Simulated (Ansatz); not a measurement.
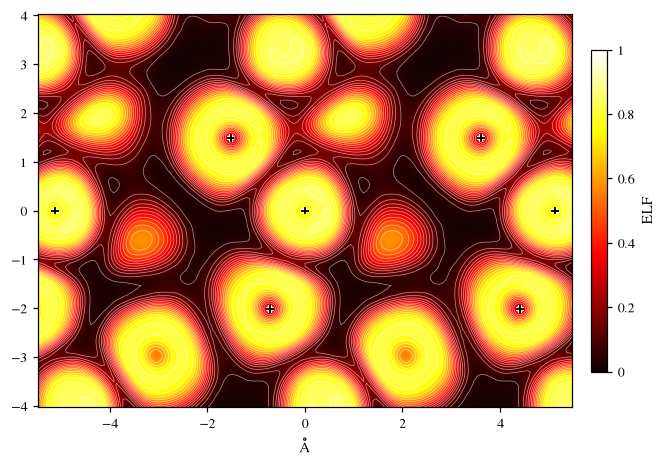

The electron localisation function on a plane through atoms (crosses mark nuclei in the plane).

Theory: DFT PBE, scalar-relativistic, plane waves, PAW (Ansatz).

Candidates:
A. C, a = 2.51 Å, b = 2.51 Å, c = 4.18 Å, α = 90.00°, β = 90.00°, γ = 120.00°. Space group P6₃/mmc; a generated structure, not necessarily the stable one.
B. GaN, a = 3.22 Å, b = 3.22 Å, c = 5.24 Å, α = 90.00°, β = 90.00°, γ = 120.00°. Space group P6₃mc; a generated structure, not necessarily the stable one.
C. Hf4O7, a = 5.13 Å, b = 5.20 Å, c = 5.31 Å, α = 89.33°, β = 80.85°, γ = 89.69°. Space group P1; a generated structure, not necessarily the stable one.

Which system is this?

Answer. Candidate C: Hf4O7 on the (011) plane of the conventional cell, which holds Hf and O. Hf–O (2.13 Å): the ELF peaks at about 0.85 in the valence shell of O, 0.6 Å from its nucleus, and drops to about 0.20 between the two atoms: no shared electron pair shows on this line.
